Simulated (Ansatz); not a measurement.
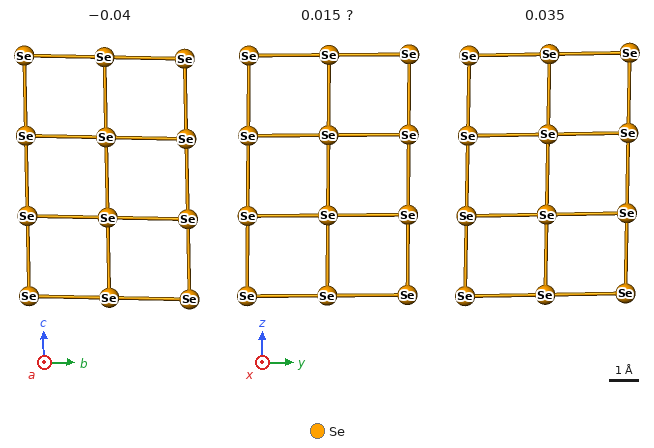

A scan of a crystal of Se (Pm-3m): the cell is strained in shear in the yz plane, with the atoms kept at their fractional coordinates. x, y and z are the Cartesian axes of the input. The picture is a ball-and-stick view of the cell of the calculation, repeated 2 × 2 × 3 with one cell outlined, seen along the a axis.

The calculation used DFT PBE+D3(BJ), scalar-relativistic, plane waves, PAW in Ansatz 0.2.0. Set-up: plane-wave cutoff 420 eV; k-point mesh 16 × 16 × 16; occupations gaussian; smearing width 0.15 eV; no spin polarisation. Energies (free energies at the smearing named) are counted from the cell as listed in its source, which wasn't relaxed.

| engineering shear strain | E − E(ref) (meV/atom) |
| --- | --- |
| −0.040 | 0.94 |
| −0.020 | 0.25 |
| 0.000 | 0.00 |
| 0.005 | 0.02 |
| 0.010 | 0.06 |
| 0.015 | ? |
| 0.025 | 0.38 |
| 0.030 | 0.54 |
| 0.035 | 0.73 |

**Estimate the missing energy from the other rows, and compare with the calculation.**

A straight line between the two neighbours gives 0.17 meV/atom. A cubic through the four nearest rows (0.005, 0.010, 0.025, 0.030) gives, with Lagrange weights, (−0.3000)(0.02) + (1.0000)(0.06) + (0.5000)(0.38) + (−0.2000)(0.54) = 0.14 meV/atom. The calculation gives 0.14 meV/atom, so the cubic is right to the digits shown and the straight line 0.03 meV/atom too high, as the curve bends upwards here.

The whole profile:

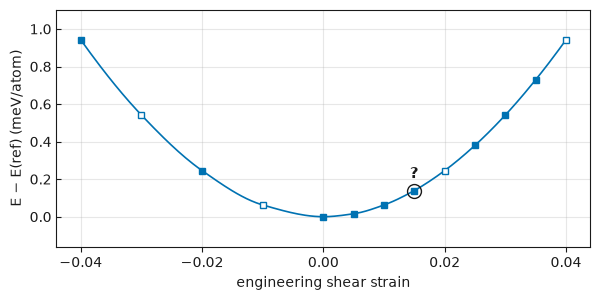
